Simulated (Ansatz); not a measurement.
**SrCl$_{2}$: density, localisation and related maps**

Input file:

```
crystal:
  lattice:
    - [3.4553208695, 3.4553208695, 0.0]
    - [-3.4553208695, 3.4553208695, 0.0]
    - [0.0, 3.4553208695, 3.4553208695]
  atoms:
    - { symbol: Sr, position: [0.0, 0.0, 0.0] }
    - { symbol: Cl, position: [0.25, 0.75, 0.5] }
    - { symbol: Cl, position: [0.75, 0.25, 0.5] }
kpoints:
  mp_grid: { grid: [6, 6, 6] }
scf:
  occupations: { method: fixed }
hamiltonian:
  xc: pbesol
  pseudopotentials: { kind: paw }
relax:
  f_tol: 0.002
  max_steps: 80
  cell: { p_target: 15 }
output:
  forces: true
  stress: true
  write_density: true
  write_potential: true
  elf: true
  volumetric_format: npy
```

Launched as:

```sh
ansatz run input.yaml --threads 1 --pin off --max-ram 3072MiB --backend cpu --events-out ev --progress --plain --runs-dir out
```

Below, planes, directions and counts refer to the conventional cell (a = 6.39 Å, b = 6.39 Å, c = 6.39 Å, α = 90.00°, β = 90.00°, γ = 90.00°).

The fields are those of the relaxed geometry.

Space group Fm-3m; computed pressure about 15 GPa in this cell.

The calculation used DFT, PBEsol, PAW with Ansatz's default frozen-core files, scalar-relativistic; relaxation of cell and atoms in Ansatz.

Core electrons are frozen (PAW), and the valence fields are smoothed inside the atomic spheres.

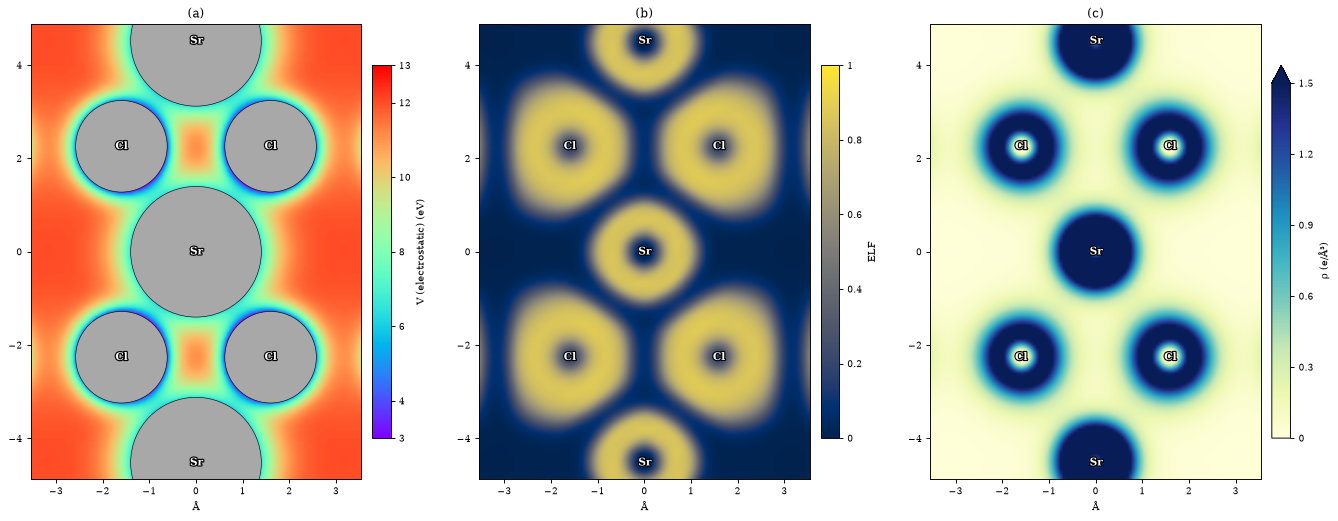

Figure 1. (a) electrostatic potential (local pseudopotential plus Hartree) felt by an electron; (b) electron localisation function; (c) valence electron density on the (101) plane of the conventional cell. Grey discs cover the atomic cores in the potential map.

### What do the fields say about this system?

The section cuts through Sr and Cl sites. Sr–Cl (2.77 Å): the density is about 0.23 e/Å³ at the midpoint; the ELF peaks at about 0.90 in the valence shell of Cl, 0.8 Å from its nucleus, and drops to about 0.10 between the two atoms; a closed-shell, largely ionic contact. Between the atoms the lowest density in this plane is 0.006 e/Å³. The features right at Sr lie inside the PAW spheres, where the map follows smoothed inner orbitals and isn't to be read closely. Outside the cores the potential energy rises away from the atoms and is highest about 2.8 Å from the nearest atoms; its zero is arbitrary.

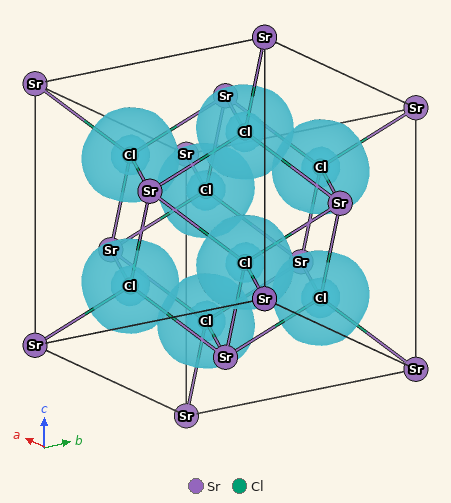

Figure 2. Isosurface of the ELF at 0.75 (cyan), seen at an oblique angle. Only the valence region is drawn (cores and ρ < 0.01 e/Å³ removed). Sticks mark near contacts.

### What do the ELF domains correspond to?

The surface consists of eight regions wrapped around Cl (the valence shell of each), counted in one cell of 12 atoms. Regions shared between cells count once.

### Does the calculation make it a metal, or give it a gap?

It is gapped, with a Kohn–Sham gap of 5.0 eV on the k-point mesh (the band edges may lie off the mesh, which would make the gap smaller).
